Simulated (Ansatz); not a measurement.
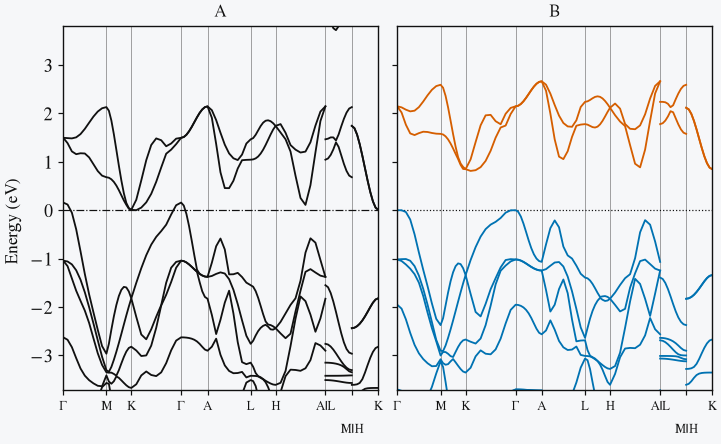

Band structures of two compounds with space group P-3m1 and 3 atoms in the cell that differ in one element, each in its own cell. Zero is the valence-band top, or the Fermi level for a metal. Computed with Ansatz: DFT, PBE, plane waves, PAW, no spin polarisation.

Which panel is which compound? They are PtS₂ and PtSe₂.

Answer. A is PtSe₂; B is PtS₂. Gaps along the path: PtS₂ 0.81 eV (indirect), at 18.7 Å³ per atom; PtSe₂ no gap (a metal), at 21.2 Å³ per atom. Going from S to the heavier Se narrows the gap by 0.81 eV.

Spin-orbit coupling is left out, which matters for Pt.
